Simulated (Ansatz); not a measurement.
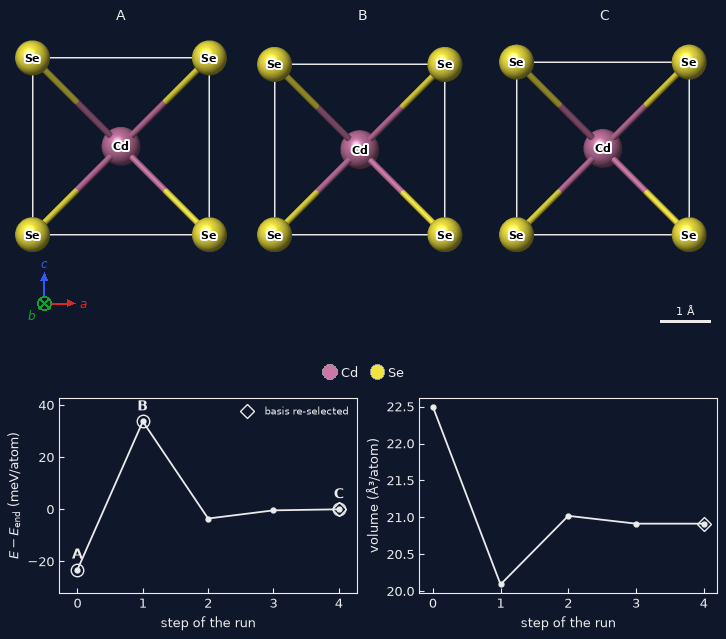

Frames of a relaxation of a crystal of CdSe (a generated structure, set up in Pm-3m), marked on the history of the run. Style: ball-and-stick. Shown: the cell of the calculation, along the b axis.

The run lets cell and atoms move.

All numbers below come from Kohn-Sham DFT of a periodic cell, PBE, Ansatz PAW in Ansatz 0.2.0.

Input file:
```yaml
crystal:
  lattice:
    - [3.55686, 0.0, 0.0]
    - [0.0, 3.55686, 0.0]
    - [0.0, 0.0, 3.55686]
  atoms:
    - { symbol: Cd, position: [0.5, 0.5, 0.5] }
    - { symbol: Se, position: [0.0, 0.0, 0.0] }
hamiltonian:
  xc: pbe
  pseudopotentials: { kind: paw }
kpoints:
  mp_grid: { grid: [8, 8, 8] }
scf:
  occupations: { method: fermi_dirac, width: 0.05 }
output:
  forces: true
  stress: true
  eigenvalues: true
  write_density: true
  write_potential: true
  elf: true
  volumetric_format: npy
relax:
  f_tol: 0.01
  max_steps: 40
  cell: { stress_tol: 0.05, p_target: 5.0 }
```

Launched with:
```bash
ansatz run input.yaml --threads 2 --pin off --max-ram 5632MiB --backend cpu --events-out ev --progress --plain --runs-dir out
```

What happens along the run?

After 3 accepted moves (4 points after the start) the energy has risen by 23.1 meV per atom. With the target pressure of 5 GPa, the enthalpy E + pV changes by −26.3 meV per atom. All forces vanish by symmetry, so only the cell relaxes. Pressure: 0.02 GPa at the start and 4.99 GPa at the end. The SCF was repeated once at an unchanged geometry on a basis and grid sized afresh for the cell, which shifted the energy by 0.4 meV per atom at most. No atom moves by more than 0.005 Å relative to the cell. The drawn cell changes as follows: a = b = c 3.557 → 3.471 Å (−2.4 %); the volume changes by −7.0 %. Near-neighbour distances that change, for instance: Cd–Se 3.080 → 3.006 Å. The space group stays Pm-3m (No. 221). Cost: 5.8 s on 2 threads of Arm Neoverse V1 (shared host), peak memory 0.34 GiB. From step 0 to 1: volume −10.7 %, energy +56.9 meV per atom. From step 1 to 4: volume +4.1 %, energy −33.7 meV per atom.
